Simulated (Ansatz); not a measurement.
# Geometry relaxation of Sr$_{4}$Ti$_{4}$O$_{11}$ (charge +2) (part 1 of 2)

System: Sr$_{4}$Ti$_{4}$O$_{11}$ (defect cell, 19 atoms in the cell, total charge +2).
Method: DFT r2SCAN, scalar-relativistic, plane waves, PAW, no spin polarisation (Ansatz 0.2.0).

The structure derives from a Materials Project entry. It belongs to a series of runs on one base structure; here: O after trading places with the vacancy, charge +2, atoms relaxed. Figures and captions count atoms from 1; the log counts them from 0 in places.

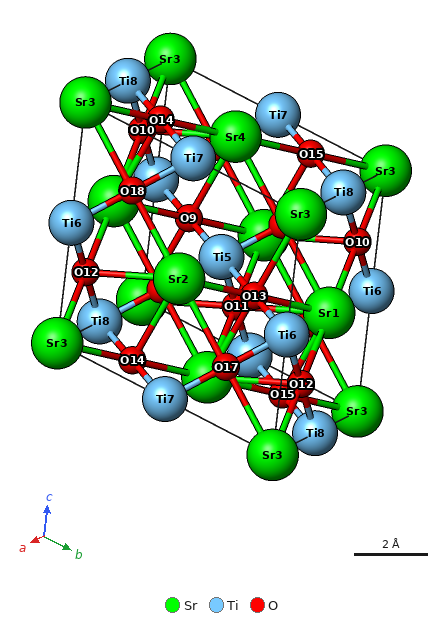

The starting structure (ball-and-stick view of the cell of the calculation, seen slightly off an axis; atoms are numbered from 1 in the order of the input).

## Input
```yaml
crystal:
  lattice:
    - [-3.9072701075, 3.9072701075, 3.9072701075]
    - [3.9072701075, -3.9072701075, 3.9072701075]
    - [3.9072701075, 3.9072701075, -3.9072701075]
  atoms:
    - { symbol: Sr, position: [0.5, 0.0, 0.5] }
    - { symbol: Sr, position: [0.0, 0.5, 0.5] }
    - { symbol: Sr, position: [0.0, 0.0, 0.0] }
    - { symbol: Sr, position: [0.5, 0.5, 0.0] }
    - { symbol: Ti, position: [0.5, 0.5, 0.5] }
    - { symbol: Ti, position: [0.0, 0.0, 0.5] }
    - { symbol: Ti, position: [0.0, 0.5, 0.0] }
    - { symbol: Ti, position: [0.5, 0.0, 0.0] }
    - { symbol: O, position: [0.25, 0.25, 0.5] }
    - { symbol: O, position: [0.25, 0.0, 0.75] }
    - { symbol: O, position: [0.25, 0.5, 0.25] }
    - { symbol: O, position: [0.75, 0.0, 0.25] }
    - { symbol: O, position: [0.75, 0.75, 0.5] }
    - { symbol: O, position: [0.75, 0.25, 0.0] }
    - { symbol: O, position: [0.25, 0.75, 0.0] }
    - { symbol: O, position: [0.5, 0.25, 0.25] }
    - { symbol: O, position: [0.0, 0.75, 0.25] }
    - { symbol: O, position: [0.0, 0.25, 0.75] }
    - { symbol: O, position: [0.5, 0.75, 0.75] }
total_charge: 2
basis:
  ecutwfc: 500
  xc_grid: 3
kpoints:
  mp_grid: { grid: [2, 2, 2], shift: [0.5, 0.5, 0.5] }
hamiltonian:
  xc: r2scan
scf:
  occupations: { method: gaussian, width: 0.02 }
output:
  forces: true
  stress: false
  eigenvalues: true
  write_density: true
  write_potential: true
  elf: true
  volumetric_format: npy
relax:
  adjacent_minimum: "off"
  f_tol: 0.02
  max_steps: 60
```

Launched with:
```bash
ansatz run input.yaml --threads 8 --pin off --max-ram 20480MiB --backend cpu --events-out ev --progress --plain --runs-dir out
```

## Log
```
Engine: ansatz 0.2.0, x86_64-unknown-linux-gnu
Pseudopotentials: kind: paw
Pseudopotential: Sr, paw, valence charge 10, recommended cutoff 500 eV (meta_gga), Sr.paw.azcp
Pseudopotential: Ti, paw, valence charge 12, recommended cutoff 500 eV (meta_gga), Ti.paw.azcp
Pseudopotential: O, paw, valence charge 6, recommended cutoff 500 eV (meta_gga), O.paw.azcp
Functional definition: r2SCAN
  parameter k0 = 0.174
  parameter k1 = 0.065
  parameter a1 = 4.9479
  exchange = r2scan_x(k0 = k0, k1 = k1, a1 = a1)
  correlation = r2scan_c
Crystal: 19 atoms, lattice volume = 238.605 Å³
Basis set: ecut = 500 eV, 6051 PW (Γ), exchange–correlation on 150×150×150 points (27 copies of the dense FFT grid, shifted against one another)
Bands: 95, of which v1, the nominal top of the filled ones, is band 76 counted from 1 (75 counted from 0)
Symmetry: 16 space group operations
Space group: I4/mmm (ITA 139), of the structure as read, at distance tolerance 6.2e-5 Å
k-points: 3 of 8
Non-local potential: Sr, projectors of the file, l = 0: 3, l = 1: 2, l = 2: 2
Non-local potential: Ti, projectors of the file, l = 0: 3, l = 1: 2, l = 2: 3, l = 3: 1
Non-local potential: O, projectors of the file, l = 0: 2, l = 1: 2, l = 2: 1
PAW form: soft (Blöchl's): semilocal exchange-correlation on the pseudo side does not see the compensation charge
PAW frozen core: Sr, regenerated for the run's functional (the file was generated under x = pbe(κ = 0.804, μ = 0.2195149727645171), c = pbe(β = 0.06672455060314922))
PAW frozen core: Ti, regenerated for the run's functional (the file was generated under x = pbe(κ = 0.804, μ = 0.2195149727645171), c = pbe(β = 0.06672455060314922))
PAW frozen core: O, regenerated for the run's functional (the file was generated under x = pbe(κ = 0.804, μ = 0.2195149727645171), c = pbe(β = 0.06672455060314922))
PAW one-centre angular grid: Sr, 302 points (default); XC on 160 Gauss nodes
PAW one-centre angular grid: Ti, 590 points (default); XC on 160 Gauss nodes
PAW one-centre angular grid: O, 302 points (default); XC on 160 Gauss nodes
Initial density: superposition of atomic densities (neutral atoms scaled as one to the charged cell's electrons: chi_scale 0, normalization atom), corrected by the library's trained network
Initial wavefunctions: pseudopotential atomic-orbital guess
Functional: x = r2scan, c = r2scan; τ floored in thin density (d = 2e-4 eV/Å³)
SCF iter   1: F=—  HF=-30549.958144 eV  |F-HF|=—  |Δ(HF+E_count)|=         —  Δρ=3.74e-2  dr2=6.05e0  dr2_τ=1.12e0  ethr=1.77e-3  ⟨swp⟩=7.0  Hψ=1274  notcnv=0  defer=3
preconditioner: auto → Resta (q_TF=auto, 2.531 Å⁻¹)  ε∞=5.1  [insulator: Δε(μ)=2.588 eV  Ē_g=12.518 eV  σ=0.020 eV  W_gap=1.00  n_scr=54 (ndim 8)  ℏωp=25.4 eV  f_vac=0.000  D(μ)=0.00/eV (n_scr^D=0)  ε∞_Penn≈5.1]
SCF iter   2: F=—  HF=-30549.251113 eV  |F-HF|=—  |Δ(HF+E_count)|=   7.07e-1  Δρ=2.04e-2  dr2=1.39e0  dr2_τ=1.79e-1  ethr=1.77e-3  ⟨swp⟩=3.0  Hψ=532  notcnv=0  defer=33
SCF iter   3: F=—  HF=-30549.131249 eV  |F-HF|=—  |Δ(HF+E_count)|=   1.20e-1  Δρ=1.03e-2  dr2=7.02e-1  dr2_τ=2.31e-2  ethr=9.15e-4  ⟨swp⟩=3.0  Hψ=398  notcnv=0  defer=33
SCF iter   4: F=—  HF=-30549.067485 eV  |F-HF|=—  |Δ(HF+E_count)|=   6.38e-2  Δρ=3.93e-3  dr2=4.37e-2  dr2_τ=3.23e-3  ethr=4.62e-4  ⟨swp⟩=3.3  Hψ=430  notcnv=0  defer=33
SCF iter   5: F=—  HF=-30549.077721 eV  |F-HF|=—  |Δ(HF+E_count)|=   1.02e-2  Δρ=1.81e-3  dr2=9.15e-3  dr2_τ=8.88e-4  ethr=2.87e-5  ⟨swp⟩=3.0  Hψ=553  notcnv=0  defer=37
SCF iter   6: F=—  HF=-30549.078539 eV  |F-HF|=—  |Δ(HF+E_count)|=   8.17e-4  Δρ=1.04e-3  dr2=2.42e-3  dr2_τ=3.08e-4  ethr=6.02e-6  ⟨swp⟩=2.3  Hψ=460  notcnv=0  defer=37
SCF iter   7: F=—  HF=-30549.078547 eV  |F-HF|=—  |Δ(HF+E_count)|=   8.10e-6  Δρ=2.47e-4  dr2=1.71e-4  dr2_τ=1.25e-5  ethr=1.59e-6  ⟨swp⟩=2.0  Hψ=435  notcnv=0  defer=37
SCF iter   8: F=—  HF=-30549.078550 eV  |F-HF|=—  |Δ(HF+E_count)|=   3.17e-6  Δρ=7.62e-5  dr2=1.49e-5  dr2_τ=1.58e-6  ethr=1.12e-7  ⟨swp⟩=2.0  Hψ=342  notcnv=0  defer=37
SCF iter   9: F=-30549.078551 eV  HF=-30549.078553 eV  |F-HF|=1.91e-6  |Δ(HF+E_count)|=   3.15e-6  Δρ=3.17e-5  dr2=3.29e-6  dr2_τ=2.33e-7  ethr=6.58e-9  ⟨swp⟩=21.0  Hψ=3226  notcnv=0
SCF 1 converged in 9 iterations: F = -30549.078551 eV  dr2 = 3.29e-6
  greatest PAW one-centre occupation: 1.000 electrons in one spin orbital (limit 2), on the Ti atom at site 7 (counted from 0), in its partial waves of l = 0
relax step   1: F+E_penalty+E_count = -30549.07855103 eV  Δ(F+E_penalty+E_count) = +0.000e0 eV  max|allowed force component| = 5.140e0 eV/Å  Δτ_max = 0.0000 Å  (9 SCF iters, dr2 threshold 1.00e-5 eV, accepted)
Initial density: handed on by an earlier stage of this run
Initial wavefunctions: those handed on with the density
iter 1 solved again at ethr=1.72e-3 eV; its pass at ethr=3.10e-3 eV (dr2=2.61e0 eV) is discarded
SCF iter   1: F=—  HF=-30550.030625 eV  |F-HF|=—  |Δ(HF+E_count)|=         —  Δρ=2.56e-2  dr2=2.64e0  dr2_τ=9.11e0  ethr=1.72e-3  ⟨swp⟩=1.0  Hψ=1330  notcnv=0  defer=4
preconditioner: auto → Resta (q_TF=auto, 2.531 Å⁻¹)  ε∞=5.1  [insulator: Δε(μ)=2.060 eV  Ē_g=12.489 eV  σ=0.020 eV  W_gap=1.00  n_scr=54 (ndim 8)  ℏωp=25.4 eV  f_vac=0.031  D(μ)=0.00/eV (n_scr^D=0)  ε∞_Penn≈5.1]
SCF iter   2: F=—  HF=-30550.173433 eV  |F-HF|=—  |Δ(HF+E_count)|=   1.43e-1  Δρ=1.08e-2  dr2=4.57e-1  dr2_τ=3.41e-2  ethr=1.72e-3  ⟨swp⟩=3.0  Hψ=610  notcnv=0  defer=15
SCF iter   3: F=—  HF=-30550.079439 eV  |F-HF|=—  |Δ(HF+E_count)|=   9.40e-2  Δρ=4.49e-3  dr2=7.38e-2  dr2_τ=7.56e-3  ethr=3.01e-4  ⟨swp⟩=3.0  Hψ=489  notcnv=0  defer=42
SCF iter   4: F=—  HF=-30550.073360 eV  |F-HF|=—  |Δ(HF+E_count)|=   6.08e-3  Δρ=2.59e-3  dr2=1.96e-2  dr2_τ=2.15e-3  ethr=4.85e-5  ⟨swp⟩=3.3  Hψ=408  notcnv=0  defer=42
SCF iter   5: F=—  HF=-30550.071360 eV  |F-HF|=—  |Δ(HF+E_count)|=   2.00e-3  Δρ=9.72e-4  dr2=2.05e-3  dr2_τ=2.50e-4  ethr=1.29e-5  ⟨swp⟩=2.7  Hψ=446  notcnv=0  defer=41
SCF iter   6: F=—  HF=-30550.071539 eV  |F-HF|=—  |Δ(HF+E_count)|=   1.79e-4  Δρ=3.36e-4  dr2=2.07e-4  dr2_τ=2.48e-5  ethr=1.35e-6  ⟨swp⟩=2.0  Hψ=423  notcnv=0  defer=41
SCF iter   7: F=—  HF=-30550.071595 eV  |F-HF|=—  |Δ(HF+E_count)|=   5.58e-5  Δρ=2.11e-4  dr2=1.06e-4  dr2_τ=1.28e-5  ethr=1.36e-7  ⟨swp⟩=2.0  Hψ=420  notcnv=0  defer=41
SCF iter   8: F=-30550.071583 eV  HF=-30550.071583 eV  |F-HF|=1.97e-7  |Δ(HF+E_count)|=   1.19e-5  Δρ=4.90e-5  dr2=5.48e-6  dr2_τ=7.72e-7  ethr=6.58e-8  ⟨swp⟩=18.7  Hψ=2815  notcnv=0
SCF 2 converged in 8 iterations: F = -30550.071583 eV  dr2 = 5.48e-6
relax step   2: F+E_penalty+E_count = -30550.07158341 eV  Δ(F+E_penalty+E_count) = -9.930e-1 eV  max|allowed force component| = 1.074e0 eV/Å  Δτ_max = 0.1950 Å  (8 SCF iters, dr2 threshold 1.00e-4 eV, accepted)
SCF iter   1: F=—  HF=-30550.443900 eV  |F-HF|=—  |Δ(HF+E_count)|=         —  Δρ=8.46e-3  dr2=3.65e-1  dr2_τ=1.03e0  ethr=2.09e-3  ⟨swp⟩=5.7  Hψ=559  notcnv=0  defer=41
preconditioner: auto → Resta (q_TF=auto, 2.531 Å⁻¹)  ε∞=5.2  [insulator: Δε(μ)=2.316 eV  Ē_g=12.440 eV  σ=0.020 eV  W_gap=1.00  n_scr=54 (ndim 8)  ℏωp=25.4 eV  f_vac=0.022  D(μ)=0.00/eV (n_scr^D=0)  ε∞_Penn≈5.2]
SCF iter   2: F=—  HF=-30550.472402 eV  |F-HF|=—  |Δ(HF+E_count)|=   2.85e-2  Δρ=4.15e-3  dr2=7.67e-2  dr2_τ=5.61e-3  ethr=2.40e-4  ⟨swp⟩=2.7  Hψ=528  notcnv=0  defer=41
SCF iter   3: F=—  HF=-30550.451893 eV  |F-HF|=—  |Δ(HF+E_count)|=   2.05e-2  Δρ=2.09e-3  dr2=1.93e-2  dr2_τ=2.16e-3  ethr=5.05e-5  ⟨swp⟩=3.0  Hψ=435  notcnv=0  defer=41
SCF iter   4: F=—  HF=-30550.448123 eV  |F-HF|=—  |Δ(HF+E_count)|=   3.77e-3  Δρ=7.22e-4  dr2=1.29e-3  dr2_τ=1.36e-4  ethr=1.27e-5  ⟨swp⟩=2.3  Hψ=455  notcnv=0  defer=41
SCF iter   5: F=—  HF=-30550.448235 eV  |F-HF|=—  |Δ(HF+E_count)|=   1.13e-4  Δρ=4.43e-4  dr2=4.80e-4  dr2_τ=5.85e-5  ethr=8.52e-7  ⟨swp⟩=2.0  Hψ=373  notcnv=0  defer=41
SCF iter   6: F=—  HF=-30550.448191 eV  |F-HF|=—  |Δ(HF+E_count)|=   4.46e-5  Δρ=1.24e-4  dr2=2.67e-5  dr2_τ=5.14e-6  ethr=4.74e-8  ⟨swp⟩=18.7  Hψ=2889  notcnv=0
SCF iter   7: F=-30550.448195 eV  HF=-30550.448199 eV  |F-HF|=4.05e-6  |Δ(HF+E_count)|=   7.92e-6  Δρ=6.14e-5  dr2=8.07e-6  dr2_τ=1.08e-6  ethr=1.75e-8  ⟨swp⟩=13.0  Hψ=2732  notcnv=0
SCF 3 converged in 7 iterations: F = -30550.448195 eV  dr2 = 8.07e-6
relax step   3: F+E_penalty+E_count = -30550.44819474 eV  Δ(F+E_penalty+E_count) = -3.766e-1 eV  max|allowed force component| = 5.881e-1 eV/Å  Δτ_max = 0.0798 Å  (7 SCF iters, dr2 threshold 7.21e-5 eV, accepted)
iter 1 solved again at ethr=1.60e-4 eV; its pass at ethr=3.10e-3 eV (dr2=2.44e-1 eV) is discarded
SCF iter   1: F=—  HF=-30550.611103 eV  |F-HF|=—  |Δ(HF+E_count)|=         —  Δρ=6.65e-3  dr2=2.52e-1  dr2_τ=1.46e0  ethr=1.60e-4  ⟨swp⟩=2.0  Hψ=867  notcnv=0  defer=37
preconditioner: auto → Resta (q_TF=auto, 2.531 Å⁻¹)  ε∞=5.2  [insulator: Δε(μ)=2.335 eV  Ē_g=12.449 eV  σ=0.020 eV  W_gap=1.00  n_scr=54 (ndim 8)  ℏωp=25.4 eV  f_vac=0.018  D(μ)=0.00/eV (n_scr^D=0)  ε∞_Penn≈5.2]
SCF iter   2: F=—  HF=-30550.687661 eV  |F-HF|=—  |Δ(HF+E_count)|=   7.66e-2  Δρ=3.76e-3  dr2=7.36e-2  dr2_τ=3.21e-3  ethr=1.60e-4  ⟨swp⟩=2.0  Hψ=426  notcnv=0  defer=37
SCF iter   3: F=—  HF=-30550.670313 eV  |F-HF|=—  |Δ(HF+E_count)|=   1.73e-2  Δρ=2.93e-3  dr2=2.53e-2  dr2_τ=3.35e-3  ethr=4.85e-5  ⟨swp⟩=3.0  Hψ=519  notcnv=0  defer=41
SCF iter   4: F=—  HF=-30550.665991 eV  |F-HF|=—  |Δ(HF+E_count)|=   4.32e-3  Δρ=7.37e-4  dr2=1.05e-3  dr2_τ=1.08e-4  ethr=1.66e-5  ⟨swp⟩=3.0  Hψ=438  notcnv=0  defer=41
SCF iter   5: F=—  HF=-30550.666044 eV  |F-HF|=—  |Δ(HF+E_count)|=   5.27e-5  Δρ=4.35e-4  dr2=4.67e-4  dr2_τ=5.39e-5  ethr=6.88e-7  ⟨swp⟩=2.0  Hψ=424  notcnv=0  defer=41
SCF iter   6: F=—  HF=-30550.665977 eV  |F-HF|=—  |Δ(HF+E_count)|=   6.67e-5  Δρ=1.49e-4  dr2=4.35e-5  dr2_τ=8.63e-6  ethr=3.07e-7  ⟨swp⟩=2.0  Hψ=440  notcnv=0  defer=41
SCF iter   7: F=-30550.665983 eV  HF=-30550.665982 eV  |F-HF|=1.28e-6  |Δ(HF+E_count)|=   4.89e-6  Δρ=4.61e-5  dr2=3.66e-6  dr2_τ=3.89e-7  ethr=1.42e-8  ⟨swp⟩=20.7  Hψ=3061  notcnv=0
SCF 4 converged in 7 iterations: F = -30550.665983 eV  dr2 = 3.66e-6
  greatest PAW one-centre occupation: 0.999 electrons in one spin orbital (limit 2), on the Ti atom at site 7 (counted from 0), in its partial waves of l = 0
relax step   4: F+E_penalty+E_count = -30550.66598331 eV  Δ(F+E_penalty+E_count) = -2.178e-1 eV  max|allowed force component| = 3.649e-1 eV/Å  Δτ_max = 0.0588 Å  (7 SCF iters, dr2 threshold 2.16e-5 eV, accepted)
SCF iter   1: F=—  HF=-30550.634608 eV  |F-HF|=—  |Δ(HF+E_count)|=         —  Δρ=4.33e-3  dr2=1.11e-1  dr2_τ=5.34e-1  ethr=6.18e-4  ⟨swp⟩=5.0  Hψ=542  notcnv=0  defer=34
preconditioner: auto → Resta (q_TF=auto, 2.531 Å⁻¹)  ε∞=5.2  [insulator: Δε(μ)=2.340 eV  Ē_g=12.468 eV  σ=0.020 eV  W_gap=1.00  n_scr=54 (ndim 8)  ℏωp=25.4 eV  f_vac=0.016  D(μ)=0.00/eV (n_scr^D=0)  ε∞_Penn≈5.2]
SCF iter   2: F=—  HF=-30550.717752 eV  |F-HF|=—  |Δ(HF+E_count)|=   8.31e-2  Δρ=2.62e-3  dr2=3.61e-2  dr2_τ=1.37e-3  ethr=7.34e-5  ⟨swp⟩=2.0  Hψ=533  notcnv=0  defer=34
SCF iter   3: F=—  HF=-30550.708170 eV  |F-HF|=—  |Δ(HF+E_count)|=   9.58e-3  Δρ=2.25e-3  dr2=1.30e-2  dr2_τ=1.90e-3  ethr=2.37e-5  ⟨swp⟩=2.7  Hψ=444  notcnv=0  defer=34
SCF iter   4: F=—  HF=-30550.705953 eV  |F-HF|=—  |Δ(HF+E_count)|=   2.22e-3  Δρ=5.50e-4  dr2=5.28e-4  dr2_τ=7.85e-5  ethr=8.58e-6  ⟨swp⟩=2.0  Hψ=442  notcnv=0  defer=34
SCF iter   5: F=—  HF=-30550.706076 eV  |F-HF|=—  |Δ(HF+E_count)|=   1.23e-4  Δρ=3.00e-4  dr2=2.12e-4  dr2_τ=2.28e-5  ethr=3.47e-7  ⟨swp⟩=2.0  Hψ=431  notcnv=0  defer=34
SCF iter   6: F=—  HF=-30550.706063 eV  |F-HF|=—  |Δ(HF+E_count)|=   1.30e-5  Δρ=1.26e-4  dr2=4.04e-5  dr2_τ=6.39e-6  ethr=2.63e-8  ⟨swp⟩=17.7  Hψ=2858  notcnv=0
SCF iter   7: F=-30550.706060 eV  HF=-30550.706061 eV  |F-HF|=8.45e-7  |Δ(HF+E_count)|=   2.34e-6  Δρ=3.88e-5  dr2=3.25e-6  dr2_τ=3.50e-7  ethr=2.63e-8  ⟨swp⟩=14.0  Hψ=2745  notcnv=0
SCF 5 converged in 7 iterations: F = -30550.706060 eV  dr2 = 3.25e-6
relax step   5: F+E_penalty+E_count = -30550.70605996 eV  Δ(F+E_penalty+E_count) = -4.008e-2 eV  max|allowed force component| = 1.759e-2 eV/Å  Δτ_max = 0.0465 Å  (7 SCF iters, dr2 threshold 3.99e-5 eV, accepted)
iter 1 solved again at ethr=2.14e-9 eV; its pass at ethr=3.10e-3 eV (dr2=3.25e-6 eV) is discarded
SCF iter   1: F=—  HF=-30550.706061 eV  |F-HF|=—  |Δ(HF+E_count)|=         —  Δρ=3.88e-5  dr2=3.25e-6  dr2_τ=3.50e-7  ethr=2.14e-9  ⟨swp⟩=1.0  Hψ=684  notcnv=0
preconditioner: auto → Resta (q_TF=auto, 2.531 Å⁻¹)  ε∞=5.2  [insulator: Δε(μ)=2.304 eV  Ē_g=12.460 eV  σ=0.020 eV  W_gap=1.00  n_scr=54 (ndim 8)  ℏωp=25.4 eV  f_vac=0.016  D(μ)=0.00/eV (n_scr^D=0)  ε∞_Penn≈5.2]
SCF iter   2: F=—  HF=-30550.706061 eV  |F-HF|=—  |Δ(HF+E_count)|=   3.02e-7  Δρ=2.08e-5  dr2=9.68e-7  dr2_τ=1.22e-7  ethr=2.14e-9  ⟨swp⟩=2.0  Hψ=408  notcnv=0
SCF iter   3: F=—  HF=-30550.706061 eV  |F-HF|=—  |Δ(HF+E_count)|=   1.95e-7  Δρ=1.23e-5  dr2=3.61e-7  dr2_τ=3.01e-8  ethr=6.37e-10  ⟨swp⟩=2.0  Hψ=339  notcnv=0
SCF iter   4: F=-30550.706061 eV  HF=-30550.706061 eV  |F-HF|=2.24e-8  |Δ(HF+E_count)|=   1.51e-7  Δρ=3.56e-6  dr2=3.69e-8  dr2_τ=3.94e-9  ethr=6.58e-11  ⟨swp⟩=9.0  Hψ=2025  notcnv=0
SCF 6 converged in 4 iterations: F = -30550.706061 eV  dr2 = 3.69e-8
relax step   6: F+E_penalty+E_count = -30550.70606143 eV  Δ(F+E_penalty+E_count) = -1.471e-6 eV  max|allowed force component| = 1.809e-2 eV/Å  Δτ_max = 0.0000 Å  (4 SCF iters, accepted)
iter 1 solved again at ethr=2.41e-11 eV; its pass at ethr=3.10e-3 eV (dr2=3.66e-8 eV) is discarded
SCF iter   1: F=—  HF=-30550.706061 eV  |F-HF|=—  |Δ(HF+E_count)|=         —  Δρ=3.56e-6  dr2=3.68e-8  dr2_τ=3.94e-9  ethr=2.41e-11  ⟨swp⟩=1.0  Hψ=801  notcnv=0
SCF iter   2: F=-30550.706061 eV  HF=-30550.706061 eV  |F-HF|=3.57e-9  |Δ(HF+E_count)|=   3.99e-9  Δρ=1.71e-6  dr2=1.00e-8  dr2_τ=1.21e-9  ethr=2.41e-11  ⟨swp⟩=8.0  Hψ=1672  notcnv=0
SCF 7 converged in 2 iterations: F = -30550.706061 eV  dr2 = 1.00e-8
```

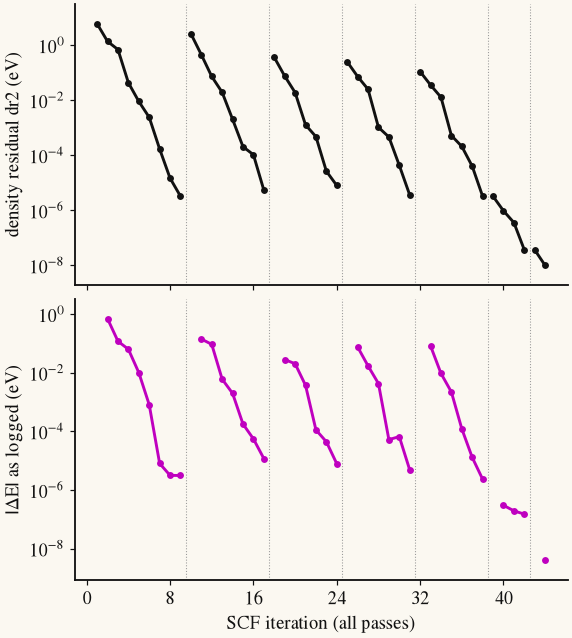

Convergence of the self-consistent field: density residual dr2 and size of the energy change against the SCF iteration. Dotted lines part the SCF passes that the log prints in full.

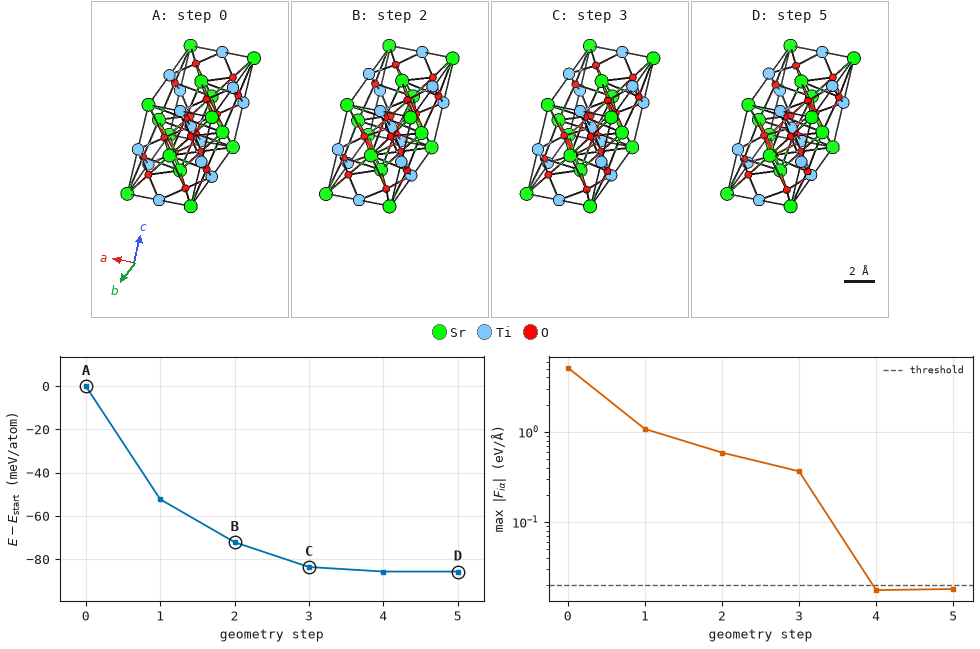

Frames of the relaxation (ball-and-stick view of the cell of the calculation, seen at an oblique angle) above the curves, on which the letters mark them (the first geometry is step 0 here and step 1 in the log).

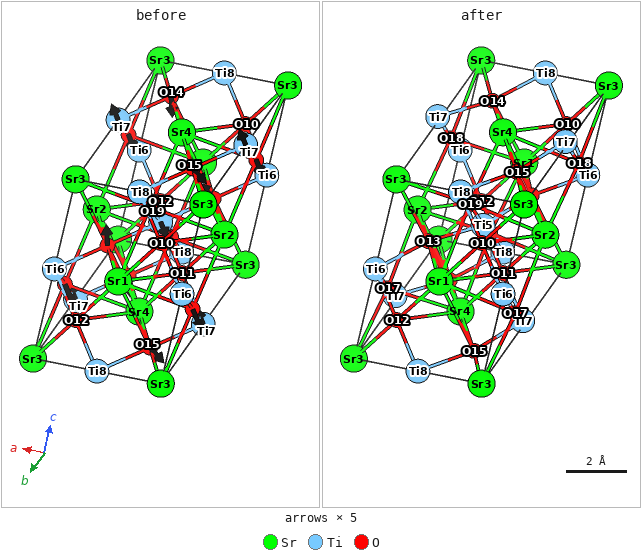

Before (left) and after (right) the relaxation, at one scale (ball-and-stick view of the cell of the calculation, seen at an oblique angle). The black arrows give the displacements, magnified 5 times. The largest moves, 0.15 Å, are those of 8 atoms (O9, O13, O14, O15 and others). Largest moves by element: O 0.15 Å, Ti 0.13 Å, Sr 0.01 Å. The lattice vectors keep their values. Among the contacts that change: Ti5–O11 1.954 → 1.826 Å, Sr1–O13 2.763 → 2.862 Å, Sr1–O14 2.763 → 2.668 Å, Ti6–O13 1.954 → 2.008 Å. Among the angles that change: O14–Ti7–O15 180.0° → 163.7°, Ti7–O14–Ti8 180.0° → 167.7°, O14–Ti8–O15 180.0° → 171.7°. Over 5 geometry steps the energy falls by 85.7 meV per atom. The largest force component goes from 5.1 to 0.018 eV/Å. (Atoms are counted from 1 in the order of the input.)
